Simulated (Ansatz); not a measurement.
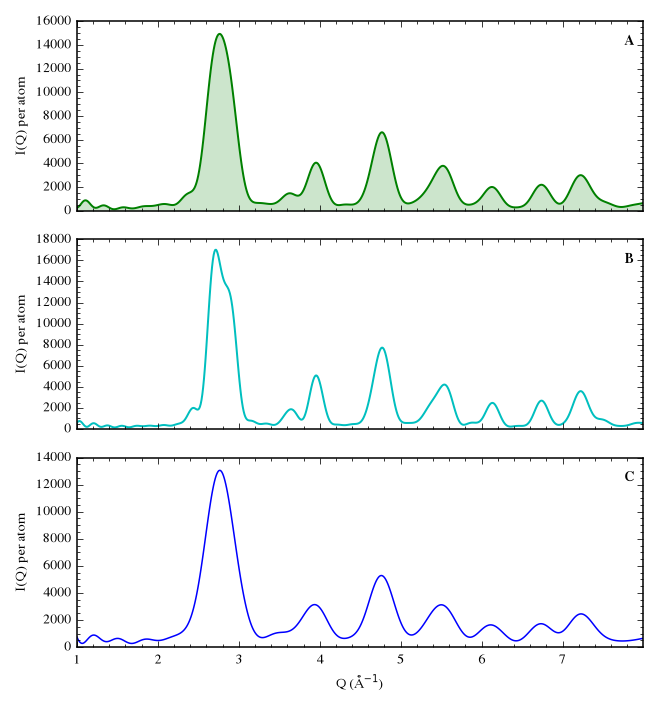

X-ray scattering of spheres cut from the crystal structure of W (P6/mmm, a = 4.642 Å, b = 4.642 Å, c = 2.583 Å, α = 90.00°, β = 90.00°, γ = 120.00°), calculated atom by atom with the Debye equation (B = 0.5 Å², no relaxation of the surface). Structure used: coordinates from a relaxation with DFT, PBEsol, plane waves (420 eV) with PAW, scalar-relativistic (Ansatz 0.2.0); the starting structure was generated, so it need not be a known form of this composition.

The spheres are 20, 28 and 36 Å across. Which curve is which?

Answer. curve A: 28 Å (719 atoms); curve B: 36 Å (1543 atoms); curve C: 20 Å (277 atoms). Peak widths go roughly as 2π/D, so the largest sphere has the sharpest peaks.

Index the main peaks of the largest sphere.

Answer. Q ≈ 2.72 Å⁻¹: 110; Q ≈ 3.65 Å⁻¹: 111; Q ≈ 3.96 Å⁻¹: 201; Q ≈ 4.77 Å⁻¹: 300 + 211; Q ≈ 5.54 Å⁻¹: 112; Q ≈ 6.13 Å⁻¹: 311.
